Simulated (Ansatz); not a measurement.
System: Bi$_{2}$S.

```yaml
crystal:
  lattice:
    - [7.43925, 0.00000, -0.08936]
    - [0.00000, 12.07775, 0.00000]
    - [-1.09832, 0.00000, 4.04102]
  atoms:
    - { symbol: Bi, position: [0.01097, 0.84794, 0.01293] }
    - { symbol: Bi, position: [0.98903, 0.34794, 0.48707] }
    - { symbol: Bi, position: [0.98903, 0.15206, 0.98707] }
    - { symbol: Bi, position: [0.01097, 0.65206, 0.51293] }
    - { symbol: Bi, position: [0.37671, 0.87736, 0.69012] }
    - { symbol: Bi, position: [0.62329, 0.37736, 0.80988] }
    - { symbol: Bi, position: [0.62329, 0.12264, 0.30988] }
    - { symbol: Bi, position: [0.37671, 0.62264, 0.19012] }
    - { symbol: S, position: [0.33330, 0.40825, 0.16891] }
    - { symbol: S, position: [0.66670, 0.90825, 0.33109] }
    - { symbol: S, position: [0.66670, 0.59175, 0.83109] }
    - { symbol: S, position: [0.33330, 0.09175, 0.66891] }
```

Space group P2₁/c; a structure from a database of computed crystals, not necessarily the ambient phase; started from the database_14 prototype, which need not be the ambient phase.

Theory: DFT PBE, scalar-relativistic, plane waves, PAW (Ansatz 0.2.0).

Question: Predict the valence pseudo-density and electron localisation function between the atoms.

Answer: Bi–S (2.97 Å): the density is about 0.24 e/Å³ at the midpoint; the ELF peaks at about 0.85 in the valence shell of S, 0.8 Å from its nucleus, and drops to about 0.30 between the two atoms.

Question: Does the calculation give a band gap?

Answer: It is gapless in this calculation (a metal or semimetal).

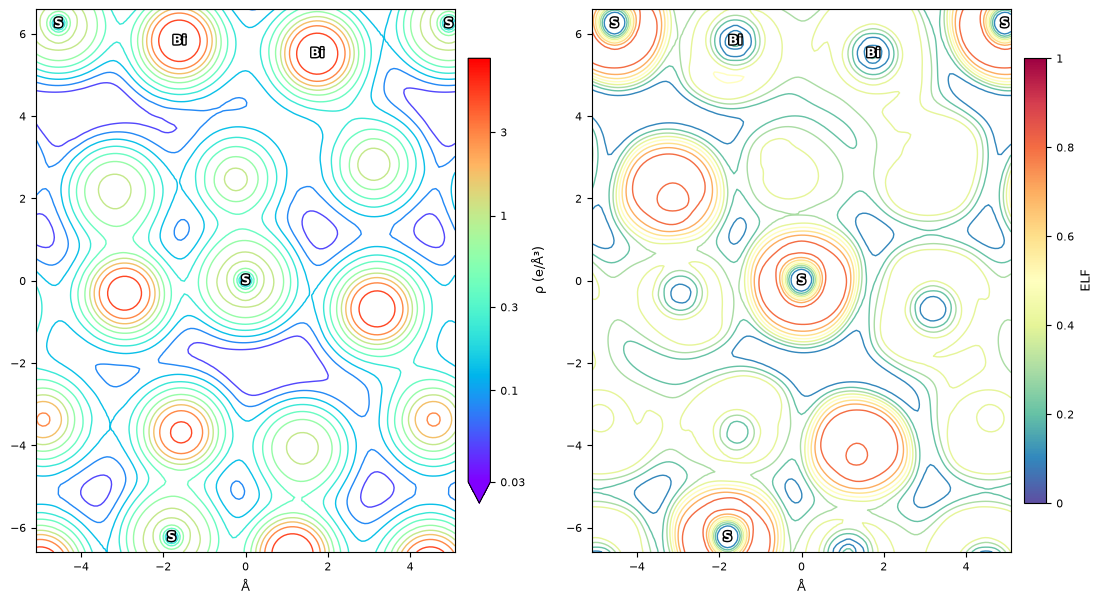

Computed valence pseudo-density and electron localisation function on the (111) plane of the conventional cell, in this order. Atoms just off the plane (Bi, 0.3 Å away and S, 0.5 Å away) can leave unmarked features too.
